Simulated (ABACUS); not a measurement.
## A series of single points on MgO

System: MgO (Fm-3m, 2 atoms in the cell).
Method: Kohn-Sham DFT of a periodic cell, PBEsol, PseudoDojo NC SR 0.4.1 PBEsol standard, no spin polarisation (ABACUS 3.10.1).

The 7 runs differ only in the geometry, by an even scaling of the cell at fixed fractional positions. The structure derives from a Materials Project entry.

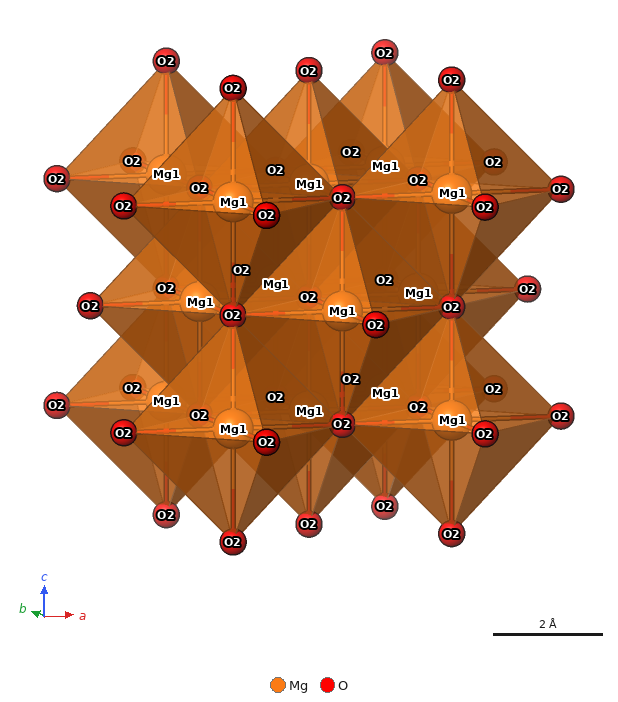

Figure 1. The structure of run 4 (polyhedral view of the cell 4 times as large as that of the calculation, set on its symmetry axes, seen slightly off an axis; polyhedra are completed across the faces of the cell; atoms are numbered from 1 in the order of the input). An atom can appear more than once, as a periodic image.

**Input file of run 4**
```
INPUT_PARAMETERS
suffix              MgO
calculation         scf
basis_type          pw
pseudo_dir          ./
symmetry            1
dft_functional      pbesol
ecutwfc             84
pseudo_rcut         7
nspin               1
nbands              12
ks_solver           dav
smearing_method     fd
smearing_sigma      0.00367493
scf_thr             1e-08
scf_nmax            100
mixing_type         broyden
mixing_beta         0.7
cal_force           1
cal_stress          1
kpar                4
```

**File STRU of run 4**
```
ATOMIC_SPECIES
Mg 24.3050 Mg.upf
O 15.9990 O.upf

LATTICE_CONSTANT
1.8897261246

LATTICE_VECTORS
0.0000000000 2.0970013927 2.0970013927
2.0970013927 0.0000000000 2.0970013927
2.0970013927 2.0970013927 0.0000000000

ATOMIC_POSITIONS
Direct

Mg
0.0
1
0.0000000000 0.0000000000 0.0000000000 1 1 1

O
0.0
1
0.5000000000 0.5000000000 0.5000000000 1 1 1
```

**File KPT of run 4**
```
K_POINTS
0
Gamma
11 11 11 0 0 0
```

Command:
```bash
OMP_NUM_THREADS=1 mpirun -np 4 abacus > log
```

Run 2 differs from it as follows:
```diff
-0.0000000000 2.0970013927 2.0970013927
-2.0970013927 0.0000000000 2.0970013927
-2.0970013927 2.0970013927 0.0000000000
+0.0000000000 2.0686600618 2.0686600618
+2.0686600618 0.0000000000 2.0686600618
+2.0686600618 2.0686600618 0.0000000000
```

**Results, with one run withheld**

```tsv
run	volume per atom (Å³)	free energy per atom, from the lowest run given (meV)	pressure (GPa)	gap on the mesh (eV)
1	8.668	27.93	13.94	5.43
2	8.853	?	?	?
3	9.037	5.43	5.75	4.99
4	9.221	0.79	2.24	4.79
5	9.406	0.00	−0.94	4.60
6	9.590	2.69	−3.81	4.41
7	9.775	8.52	−6.41	4.24
```

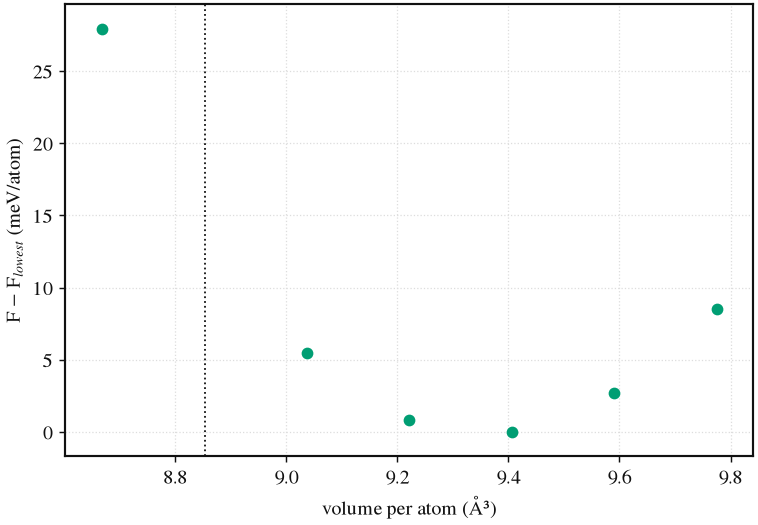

Figure 2. Free energy per atom of the runs given; the dotted line marks run 2.

Estimate the energy of run 2 from the others.

A cubic polynomial in V^(−2/3) (the Birch–Murnaghan form), fitted to the 6 runs given, misses them by at most 0.01 meV per atom. With x = V^(−2/3) − 0.22660 Å⁻², it reads F = 0.22077 + 543.73 x + 2.0393e+05 x² + 62654 x³ (meV per atom). At run 2 it gives 14.29 meV per atom, and the run itself gives 14.32. The slope of the fit gives a pressure −dF/dV of 9.69 GPa there, and the run prints 9.64 GPa. The two needn't agree exactly: the fit is approximate, and the printed stress is taken on a finite basis. The fit has its minimum at 9.353 Å³ per atom, where V d²F/dV² gives 157 GPa: the bulk modulus at this level, since symmetry fixes the shape and the positions. The gap on the mesh goes, without turning, from 5.43 eV in run 1 to 4.24 eV in run 7; run 2 has 5.20 eV. These are gaps of this functional on this mesh, which can miss the band edges; they aren't the measured gap.

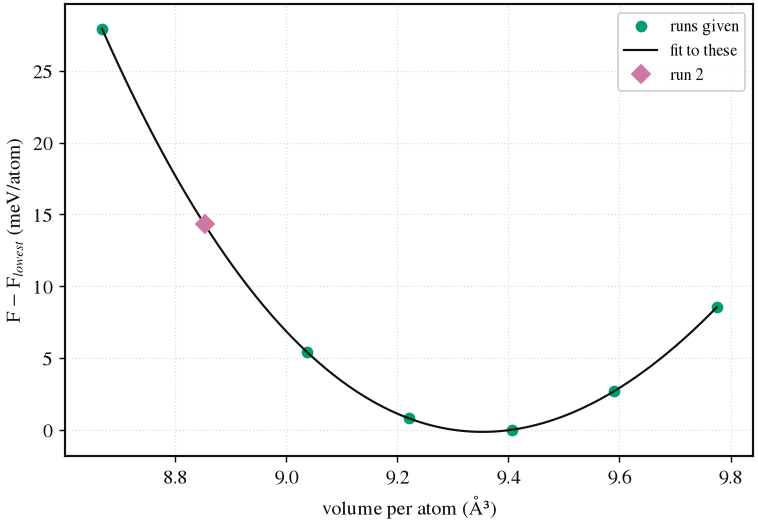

Figure 3. The fit and the withheld run.

**Some lines of the output (run 2)**
```
[...]
                          Volume (Bohr^3) = 119.48
                             Volume (A^3) = 17.705
 E_Fermi        0.7977440035         10.8538639924
 E_Fermi        0.8457353727         11.5068200688
 E_Fermi        0.8170666837         11.1167625438
 E_Fermi        0.8189174991         11.1419441791
 E_Fermi        0.8189632807         11.1425670708
 E_Fermi        0.8189575601         11.1424892373
 E_KS(sigma->0) -151.8222076108      -2065.6471064457
 E_Fermi        0.8189810686         11.1428090869
 final etot is -2065.6471064 eV
 EFERMI = 11.142809087 eV
 TOTAL-PRESSURE: 96.351612 KBAR
 !FINAL_ETOT_IS -2065.6471064457400644 eV
```
